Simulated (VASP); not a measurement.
**GaN: geometry relaxation (part 3 of 3)**

The same run, continued: GaN (F-43m, 2 atoms in the cell); Kohn-Sham DFT of a periodic cell, PBE, VASP PAW PBE potentials, recommended, no spin polarisation (VASP 6.6.1); cutoff 200 eV, 12×12×12 k-mesh, Gaussian smearing of 0.02 eV. The structure derives from a Materials Project entry.

Geometry of the input (Å; fractional positions):
```
0.0000  2.2535  2.2535
2.2535  0.0000  2.2535
2.2535  2.2535  0.0000
Ga 0.0000  0.0000  0.0000
N  0.7500  0.7500  0.7500
```

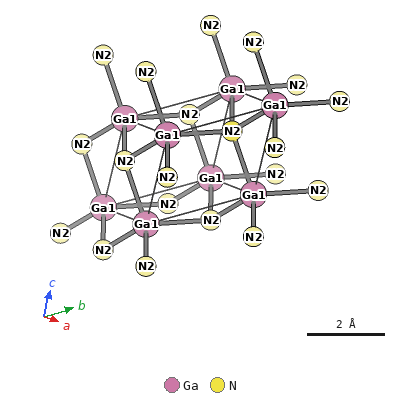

Fig. 1: The geometry at step 4 of the log (ball-and-stick view of the cell of the calculation, seen slightly off an axis; neighbours outside the cell are drawn fainter; atoms are numbered from 1 in the order of the input).

Parts of OUTCAR, continued:
```
 -----------------------------------------------------------------------------
  energy-cutoff  :      200.00
  volume of cell :       19.21
      direct lattice vectors                 reciprocal lattice vectors
     0.000000000  2.125769564  2.125769564    -0.235208937  0.235208937  0.235208937
     2.125769564 -0.000000000  2.125769564     0.235208937 -0.235208937  0.235208937
     2.125769564  2.125769564 -0.000000000     0.235208937  0.235208937 -0.235208937

 POSITION                                       TOTAL-FORCE (eV/Angst)
 -----------------------------------------------------------------------------------
      2.12577      2.12577     -0.00000        -0.000000     -0.000000     -0.000000
      3.18865      3.18865      3.18865         0.000000      0.000000      0.000000
 -----------------------------------------------------------------------------------
    total drift:                                0.000008      0.000008      0.000003

  FREE ENERGIE OF THE ION-ELECTRON SYSTEM (eV)
  ---------------------------------------------------
  free  energy   TOTEN  =       -13.6540847829 eV

  energy  without entropy=      -13.6540847829  energy(sigma->0) =      -13.65408478

--------------------------------------- Ionic step        5  -------------------------------------------

 number of electron      17.9999950 magnetization

------------------------ aborting loop because EDIFF is reached ----------------------------------------

  FORCE on cell =-STRESS in cart. coord.  units (eV):
  Direction    XX          YY          ZZ          XY          YZ          ZX
  --------------------------------------------------------------------------------------
  -------------------------------------------------------------------------------------
  Total       -0.0383816     -0.0383816     -0.0383816     -0.0000000     -0.0000000      0.0000000
  in kB       -3.3615689     -3.3615689     -3.3615689     -0.0000000     -0.0000000      0.0000000
  external PRESSURE =      -3.3615689 kB  Pullay stress =       0.0000000 kB

 VOLUME and BASIS-vectors are now :
 -----------------------------------------------------------------------------
  energy-cutoff  :      200.00
  volume of cell :       18.29
      direct lattice vectors                 reciprocal lattice vectors
     0.000000000  2.091319447  2.091319447    -0.239083513  0.239083513  0.239083513
     2.091319447 -0.000000000  2.091319447     0.239083513 -0.239083513  0.239083513
     2.091319447  2.091319447 -0.000000000     0.239083513  0.239083513 -0.239083513

 POSITION                                       TOTAL-FORCE (eV/Angst)
 -----------------------------------------------------------------------------------
      0.00000      0.00000      0.00000        -0.000000     -0.000000     -0.000000
      3.13698      3.13698      3.13698         0.000000      0.000000      0.000000
 -----------------------------------------------------------------------------------
    total drift:                                0.000015      0.000015      0.000005

  FREE ENERGIE OF THE ION-ELECTRON SYSTEM (eV)
  ---------------------------------------------------
  free  energy   TOTEN  =       -13.7399292580 eV

  energy  without entropy=      -13.7399292580  energy(sigma->0) =      -13.73992926

--------------------------------------- Ionic step        6  -------------------------------------------

 number of electron      17.9999946 magnetization

------------------------ aborting loop because EDIFF is reached ----------------------------------------

  FORCE on cell =-STRESS in cart. coord.  units (eV):
  Direction    XX          YY          ZZ          XY          YZ          ZX
  --------------------------------------------------------------------------------------
  -------------------------------------------------------------------------------------
  Total        0.2904814      0.2904814      0.2904814     -0.0000000     -0.0000000     -0.0000000
  in kB       25.5599592     25.5599592     25.5599592     -0.0000000     -0.0000000     -0.0000000
  external PRESSURE =      25.5599592 kB  Pullay stress =       0.0000000 kB

 VOLUME and BASIS-vectors are now :
 -----------------------------------------------------------------------------
  energy-cutoff  :      200.00
  volume of cell :       18.21
      direct lattice vectors                 reciprocal lattice vectors
     0.000000000  2.088075820  2.088075820    -0.239454906  0.239454906  0.239454906
     2.088075820 -0.000000000  2.088075820     0.239454906 -0.239454906  0.239454906
     2.088075820  2.088075820 -0.000000000     0.239454906  0.239454906 -0.239454906

 POSITION                                       TOTAL-FORCE (eV/Angst)
 -----------------------------------------------------------------------------------
      2.08808      2.08808     -0.00000         0.000000      0.000000      0.000000
      3.13211      3.13211      3.13211        -0.000000     -0.000000     -0.000000
 -----------------------------------------------------------------------------------
    total drift:                                0.000016      0.000016      0.000005

  FREE ENERGIE OF THE ION-ELECTRON SYSTEM (eV)
  ---------------------------------------------------
  free  energy   TOTEN  =       -13.7393500982 eV

  energy  without entropy=      -13.7393500982  energy(sigma->0) =      -13.73935010

--------------------------------------- Ionic step        7  -------------------------------------------

 number of electron      17.9999962 magnetization

------------------------ aborting loop because EDIFF is reached ----------------------------------------

  FORCE on cell =-STRESS in cart. coord.  units (eV):
  Direction    XX          YY          ZZ          XY          YZ          ZX
  --------------------------------------------------------------------------------------
  -------------------------------------------------------------------------------------
  Total       -0.9335486     -0.9335486     -0.9335486      0.0000000     -0.0000000      0.0000000
  in kB      -80.7168331    -80.7168331    -80.7168331      0.0000000     -0.0000000      0.0000000
  external PRESSURE =     -80.7168331 kB  Pullay stress =       0.0000000 kB

 VOLUME and BASIS-vectors are now :
 -----------------------------------------------------------------------------
  energy-cutoff  :      200.00
  volume of cell :       18.53
      direct lattice vectors                 reciprocal lattice vectors
     0.000000000  2.100315189  2.100315189    -0.238059508  0.238059508  0.238059508
     2.100315189 -0.000000000  2.100315189     0.238059508 -0.238059508  0.238059508
     2.100315189  2.100315189 -0.000000000     0.238059508  0.238059508 -0.238059508

 POSITION                                       TOTAL-FORCE (eV/Angst)
 -----------------------------------------------------------------------------------
      0.00000      0.00000      0.00000         0.000000      0.000000      0.000000
      3.15047      3.15047      3.15047        -0.000000     -0.000000     -0.000000
 -----------------------------------------------------------------------------------
    total drift:                                0.000014      0.000014      0.000004

  FREE ENERGIE OF THE ION-ELECTRON SYSTEM (eV)
  ---------------------------------------------------
  free  energy   TOTEN  =       -13.7336564950 eV

  energy  without entropy=      -13.7336564950  energy(sigma->0) =      -13.73365649

--------------------------------------- Ionic step        8  -------------------------------------------

 number of electron      17.9999949 magnetization

 Free energy of the ion-electron system (eV)
  ---------------------------------------------------
  ext. energy  EPLUGINS =         0.00000000
  ---------------------------------------------------
  free energy    TOTEN  =       -13.73993961 eV

  energy without entropy =      -13.73993961  energy(sigma->0) =      -13.73993961

 E-fermi :   8.2261     XC(G=0): -12.9372     alpha+bet :-16.7478

 val. band max:        8.0753998970   @ k =  -0.0833   0.0833   0.0000
 cond. band min:      10.9217038842   @ k =   0.0000   0.0000   0.0000
 fundamental gap:      2.8463039872
 Fermi energy:         8.2260985930

 k-point     1 :       0.0000    0.0000    0.0000
  band No.  band energies     occupation
      1     -10.3544      2.00000
      2      -5.9230      2.00000
      3      -5.9230      2.00000
      4      -5.9230      2.00000
      5      -5.2962      2.00000
      6      -5.2962      2.00000
      7       7.9603      2.00000
      8       7.9603      2.00000
      9       7.9603      2.00000
     10      10.9217      0.00000
     11      19.8316      0.00000
     12      19.8317      0.00000
     13      19.8317      0.00000

 k-point     2 :       0.0833    0.0000    0.0000
  band No.  band energies     occupation
      1     -10.2410      2.00000
      2      -5.8942      2.00000
      3      -5.8914      2.00000
      4      -5.8914      2.00000
      5      -5.2780      2.00000
      6      -5.2780      2.00000
      7       7.2873      2.00000
      8       8.0370      2.00000
      9       8.0370      2.00000
     10      11.5592      0.00000
     11      19.4814      0.00000
     12      19.9972      0.00000
     13      19.9972      0.00000

 k-point     3 :       0.1667    0.0000    0.0000
  band No.  band energies     occupation
      1      -9.9380      2.00000
      2      -5.8479      2.00000
      3      -5.8479      2.00000
      4      -5.8221      2.00000
      5      -5.2849      2.00000
      6      -5.2849      2.00000
      7       5.6080      2.00000
      8       7.7582      2.00000
      9       7.7582      2.00000
     10      12.5640      0.00000
     11      18.7929      0.00000
     12      20.2991      0.00000
     13      20.2992      0.00000

 k-point     4 :       0.2500    0.0000    0.0000
  band No.  band energies     occupation
      1      -9.5118      2.00000
      2      -5.7972      2.00000
      3      -5.7972      2.00000
      4      -5.6078      2.00000
      5      -5.2748      2.00000
      6      -5.2748      2.00000
      7       3.7287      2.00000
      8       7.4210      2.00000
      9       7.4210      2.00000
     10      13.4169      0.00000
     11      18.3489      0.00000
     12      20.3491      0.00000
     13      20.3491      0.00000

 k-point     5 :       0.3333    0.0000    0.0000
  band No.  band energies     occupation
      1      -9.1019      2.00000
      2      -5.7668      2.00000
      3      -5.7668      2.00000
      4      -5.2489      2.00000
      5      -5.2489      2.00000
      6      -5.1762      2.00000
      7       1.7907      2.00000
      8       7.0901      2.00000
      9       7.0901      2.00000
     10      13.8884      0.00000
     11      18.1383      0.00000
     12      20.0675      0.00000
     13      20.0675      0.00000

 [... the levels of 18 k-points are left out ...]

 k-point    24 :      -0.4167    0.1667    0.0000
  band No.  band energies     occupation
      1      -8.6098      2.00000
      2      -5.7321      2.00000
      3      -5.6484      2.00000
      4      -5.2973      2.00000
      5      -5.2173      2.00000
      6      -3.8506      2.00000
      7      -0.0253      2.00000
      8       5.0282      2.00000
      9       6.4118      2.00000
     10      15.4620      0.00000
     11      16.5224      0.00000
     12      20.3329      0.00000
     13      20.6839      0.00000

 [... further k-points ...]

------------------------ aborting loop because EDIFF is reached ----------------------------------------

  FORCE on cell =-STRESS in cart. coord.  units (eV):
  Direction    XX          YY          ZZ          XY          YZ          ZX
  --------------------------------------------------------------------------------------
  -------------------------------------------------------------------------------------
  Total       -0.0014893     -0.0014893     -0.0014893      0.0000000     -0.0000000     -0.0000000
  in kB       -0.1305020     -0.1305020     -0.1305020      0.0000000     -0.0000000     -0.0000000
  external PRESSURE =      -0.1305020 kB  Pullay stress =       0.0000000 kB

 VOLUME and BASIS-vectors are now :
 -----------------------------------------------------------------------------
  energy-cutoff  :      200.00
  volume of cell :       18.28
      direct lattice vectors                 reciprocal lattice vectors
     0.000000000  2.090956135  2.090956135    -0.239125055  0.239125055  0.239125055
     2.090956135 -0.000000000  2.090956135     0.239125055 -0.239125055  0.239125055
     2.090956135  2.090956135 -0.000000000     0.239125055  0.239125055 -0.239125055

 POSITION                                       TOTAL-FORCE (eV/Angst)
 -----------------------------------------------------------------------------------
      2.09096      2.09096     -0.00000         0.000000     -0.000000      0.000000
      3.13643      3.13643      3.13643        -0.000000      0.000000     -0.000000
 -----------------------------------------------------------------------------------
    total drift:                                0.000015      0.000015      0.000005

  FREE ENERGIE OF THE ION-ELECTRON SYSTEM (eV)
  ---------------------------------------------------
  free  energy   TOTEN  =       -13.7399396056 eV

  energy  without entropy=      -13.7399396056  energy(sigma->0) =      -13.73993961

 reached required accuracy - stopping structural energy minimisation
```

CONTCAR:
```
GaN
   1.00000000000000
     0.0000000000000000    2.0909561349960248    2.0909561349960248
     2.0909561349960248   -0.0000000000000000    2.0909561349960248
     2.0909561349960248    2.0909561349960248   -0.0000000000000000
  Ga              N
     1     1
Direct
     0.0000000000000000    0.0000000000000000    1.0000000000000000
     0.7500000000000000    0.7500000000000000    0.7500000000000000

  0.00000000E+00  0.00000000E+00  0.00000000E+00
  0.00000000E+00  0.00000000E+00  0.00000000E+00
```

Trajectory as extended XYZ (Å, eV, eV/Å), 8 frames, from step=0 to step=7:
```
2
Lattice="0.0000 2.2535 2.2535 2.2535 0.0000 2.2535 2.2535 2.2535 0.0000" Properties=species:S:1:pos:R:3:forces:R:3 step=0 energy=-11.92402
Ga    0.0000    0.0000    0.0000    0.0000   0.0000   0.0000
N     3.3803    3.3803    3.3803    0.0000   0.0000   0.0000
2
Lattice="0.0000 1.3484 1.3484 1.3484 -0.0000 1.3484 1.3484 1.3484 -0.0000" Properties=species:S:1:pos:R:3:forces:R:3 step=1 energy=86.93978
Ga    1.3484    1.3484    0.0000    0.0000   0.0000   0.0000
N     2.0225    2.0225    2.0225    0.0000   0.0000   0.0000
2
Lattice="0.0000 2.1452 2.1452 2.1452 -0.0000 2.1452 2.1452 2.1452 -0.0000" Properties=species:S:1:pos:R:3:forces:R:3 step=2 energy=-13.53312
Ga    2.1452    2.1452    4.2904    0.0000   0.0000   0.0000
N     3.2178    3.2178    3.2178    0.0000   0.0000   0.0000
2
Lattice="0.0000 2.1258 2.1258 2.1258 -0.0000 2.1258 2.1258 2.1258 -0.0000" Properties=species:S:1:pos:R:3:forces:R:3 step=3 energy=-13.65408
Ga    2.1258    2.1258    0.0000    0.0000   0.0000   0.0000
N     3.1887    3.1887    3.1887    0.0000   0.0000   0.0000
2
Lattice="0.0000 2.0913 2.0913 2.0913 -0.0000 2.0913 2.0913 2.0913 -0.0000" Properties=species:S:1:pos:R:3:forces:R:3 step=4 energy=-13.73993
Ga    0.0000    0.0000    0.0000    0.0000   0.0000   0.0000
N     3.1370    3.1370    3.1370    0.0000   0.0000   0.0000
2
Lattice="0.0000 2.0881 2.0881 2.0881 -0.0000 2.0881 2.0881 2.0881 -0.0000" Properties=species:S:1:pos:R:3:forces:R:3 step=5 energy=-13.73935
Ga    2.0881    2.0881    0.0000    0.0000   0.0000   0.0000
N     3.1321    3.1321    3.1321    0.0000   0.0000   0.0000
2
Lattice="0.0000 2.1003 2.1003 2.1003 -0.0000 2.1003 2.1003 2.1003 -0.0000" Properties=species:S:1:pos:R:3:forces:R:3 step=6 energy=-13.73366
Ga    0.0000    0.0000    0.0000    0.0000   0.0000   0.0000
N     3.1505    3.1505    3.1505    0.0000   0.0000   0.0000
2
Lattice="0.0000 2.0910 2.0910 2.0910 -0.0000 2.0910 2.0910 2.0910 -0.0000" Properties=species:S:1:pos:R:3:forces:R:3 step=7 energy=-13.73994
Ga    2.0910    2.0910    0.0000    0.0000   0.0000   0.0000
N     3.1364    3.1364    3.1364    0.0000   0.0000   0.0000
```

Results in brief:

```csv
quantity,value
outcome,converged
space group (tolerance 0.01 Å),F-43m (216)
electrons treated,18
free energy,−13.7399 eV
Fermi energy,8.226 eV
gap on the k-point mesh,2.85 eV
pressure,−0.01 GPa
final volume,18.28 Å³
largest force (length of the vector) at the end,under 0.001 eV/Å
final cell,"a = 2.957 Å, b = 2.957 Å, c = 2.957 Å, α = 60.00°, β = 60.00°, γ = 60.00°"
wall time,16 s
peak memory,0.12 GiB
```

Notes:

The volume changed by more than 5 % on the plane waves of the start, so the result carries a basis error; a second relaxation from the end is advised.
